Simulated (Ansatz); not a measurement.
# Calculations on AlCu3

## 1. Relaxation

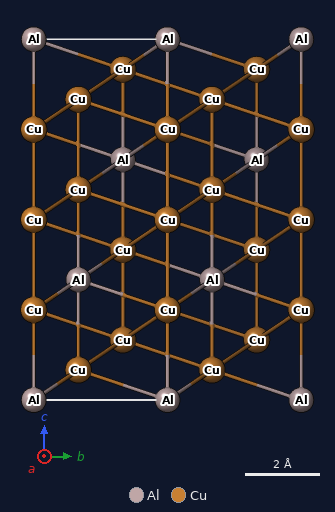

A crystal of AlCu₃ (set up in R-3m), before the relaxation. The picture is a ball-and-stick view of the conventional cell (3 times the calculation's cell), repeated 1 × 2 × 1 with one cell outlined, seen along the a axis. Lengths and directions refer to the drawn axes.

Case: biaxial strain in the a-b plane of +3.0 %; c and atoms relaxed.

The calculation used DFT PBEsol, scalar-relativistic, plane waves, PAW (Ansatz 0.2.0).

Input file:
```yaml
crystal:
  lattice:
    - [0.0, 2.9699745813, 2.9699745813]
    - [2.9699745813, 0.0, 2.9699745813]
    - [2.8777035264, 2.8777035264, 0.092271055]
  atoms:
    - { symbol: Al, position: [0.0, 0.0, 0.0] }
    - { symbol: Cu, position: [0.5, 0.5, 0.5] }
    - { symbol: Cu, position: [0.2499809229, 0.2499809229, 0.2500572313] }
    - { symbol: Cu, position: [0.7500190771, 0.7500190771, 0.7499427687] }
basis:
  ecutwfc: 420
kpoints:
  mp_grid: { grid: [16, 16, 16] }
hamiltonian:
  xc: pbesol
scf:
  occupations: { method: gaussian, width: 0.1 }
output:
  forces: true
  stress: true
  eigenvalues: true
relax:
  adjacent_minimum: "off"
  f_tol: 0.008
  max_steps: 40
  cell: { stress_tol: 0.015, fix: [a, b, gamma] }
```

Command:
```bash
ansatz run input.yaml --threads 1 --pin off --max-ram 2560MiB --backend cpu --events-out ev --progress --plain --runs-dir out
```

Predict the outcome.

Answer. After 3 accepted moves (4 points after the start) the energy has fallen by 0.5 meV per atom. Largest force component: 0.00086 eV/Å at the start, under 0.0001 eV/Å at the end. The pressure goes from −5.19 to −6.05 GPa. The SCF was repeated once at an unchanged geometry on a basis and grid sized afresh for the cell, which shifted the energy by less than 0.05 meV per atom at most. No atom moves by more than 0.005 Å relative to the cell. The volume changes by +0.6 %, with a = b unchanged at 4.200 Å, c 9.809 → 9.869 Å (+0.6 %). Near-neighbour distances that change, for instance: Cu2–Cu3 2.452 → 2.468 Å, Al1–Cu3 2.452 → 2.467 Å. The space group stays R-3m (No. 166).

## 2. Relaxation

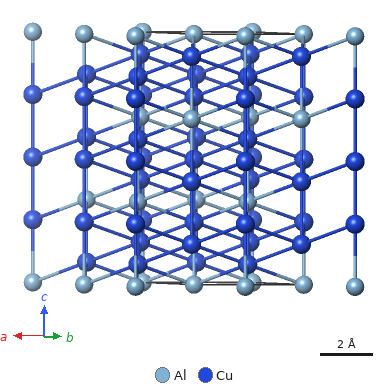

This is the input geometry for a relaxation of solid AlCu3 (set up in R-3m). A ball-and-stick model of the conventional cell (3 times the calculation's cell), repeated 2 × 2 × 1 with one cell outlined, seen from a free direction. Lengths and directions refer to the drawn axes.

Case: biaxial strain in the a-b plane of +4.5 %; c and atoms relaxed.

Theory: Ansatz, DFT PBEsol, scalar-relativistic, plane waves, PAW.

Input
```yaml
crystal:
  lattice:
    - [0.0, 3.0132266383, 3.0132266383]
    - [3.0132266383, 0.0, 3.0132266383]
    - [2.8748200559, 2.8748200559, 0.1384065824]
  atoms:
    - { symbol: Al, position: [0.0, 0.0, 0.0] }
    - { symbol: Cu, position: [0.5, 0.5, 0.5] }
    - { symbol: Cu, position: [0.2499777848, 0.2499777848, 0.2500666457] }
    - { symbol: Cu, position: [0.7500222152, 0.7500222152, 0.7499333543] }
basis:
  ecutwfc: 420
kpoints:
  mp_grid: { grid: [16, 16, 16] }
hamiltonian:
  xc: pbesol
scf:
  occupations: { method: gaussian, width: 0.1 }
output:
  forces: true
  stress: true
  eigenvalues: true
relax:
  adjacent_minimum: "off"
  f_tol: 0.008
  max_steps: 40
  cell: { stress_tol: 0.015, fix: [a, b, gamma] }
```

Command:
```bash
ansatz run input.yaml --threads 1 --pin off --max-ram 2560MiB --backend cpu --events-out ev --progress --plain --runs-dir out
```

### What does the optimiser find from here?

After 3 accepted moves (4 points after the start) the energy has fallen by 1.5 meV per atom. The largest force component goes from 0.0013 to under 0.0001 eV/Å. Pressure: −7.01 GPa at the start and −8.48 GPa at the end. The SCF was repeated once at an unchanged geometry on a basis and grid sized afresh for the cell, which shifted the energy by 0.1 meV per atom at most. No atom moves by more than 0.005 Å relative to the cell. Cell: a = b unchanged at 4.261 Å, c 9.719 → 9.825 Å (+1.1 %). Volume +1.1 %. Near-neighbour distances that change, for instance: Cu2–Cu3 2.430 → 2.456 Å, Al1–Cu3 2.430 → 2.456 Å. The space group stays R-3m (No. 166).

History of the run:

```csv
step,"E − E(0), meV/atom","largest force component, eV/Å","pressure, GPa","volume, Å³/atom",note
0,0.00,0.0013,-7.01,12.737,
1,-1.10,0.0004,-7.74,12.804,
2,-1.45,0.0002,-8.44,12.872,
3,-1.45,0.0000,-8.48,12.875,
4,-1.53,0.0001,-8.48,12.875,"same geometry, new basis"
```

The end point in the same view:

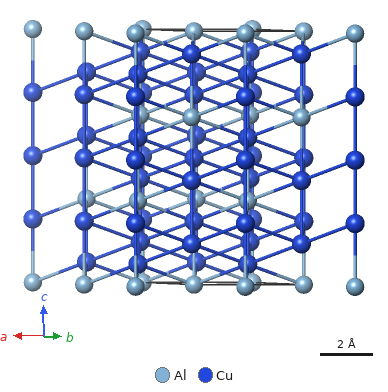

## 3. A change

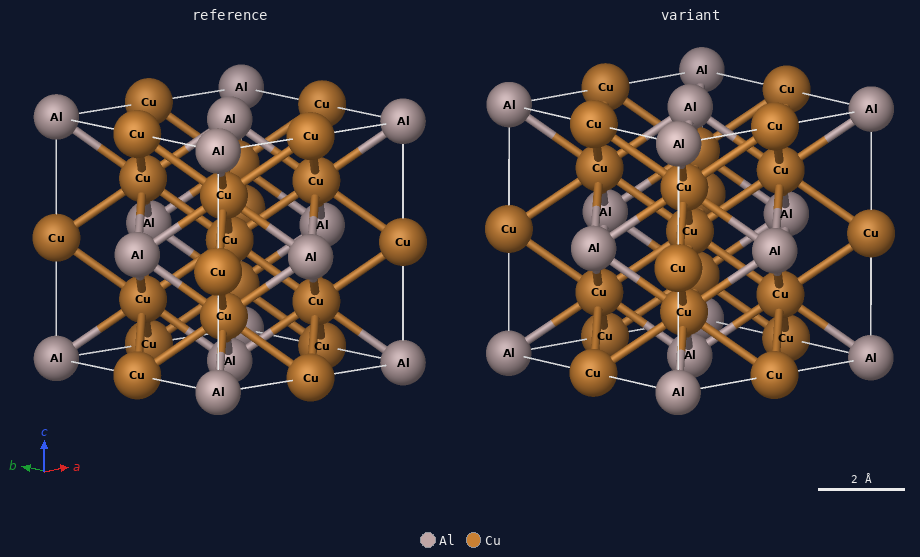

Left: crystalline AlCu$_{3}$ (set up in Fm-3m). Right: the same structure after one change, at the same scale. A ball-and-stick model of the conventional cell (4 times the calculation's cell), seen from a free direction. Lengths and directions refer to the drawn axes.

Theory: DFT PBEsol, scalar-relativistic, plane waves, PAW in Ansatz. (plane-wave cutoff 420 eV; k-point mesh 16 × 16 × 16; occupations gaussian; smearing width 0.1 eV; no spin polarisation)

**What was changed?**

Biaxial strain in the a–b plane, +4.5 %, is applied. The c axis and the atoms are relaxed.

**And its effect?**

It costs 46.6 meV per atom. The pressure goes from 0.0 to −8.5 GPa. The principal stresses (compression positive) are 0.0 GPa along [1 1 −1] and −12.7 GPa across it. The volume changes by +7.4 %, with a = b = c 5.767 → 5.911 Å (+2.5 %), α 90.0° → 87.7°, β 90.0° → 87.7°, γ 90.0° → 92.3°. The atoms keep their places relative to the cell (all moves are under 0.005 Å). Near-neighbour distances before and after: Al–Cu 2.497 → 2.456 to 2.593 Å, Cu–Cu 2.497 → 2.456 to 2.593 Å. The space group (tolerance 0.01 Å) goes from Fm-3m (No. 225) to R-3m (No. 166).
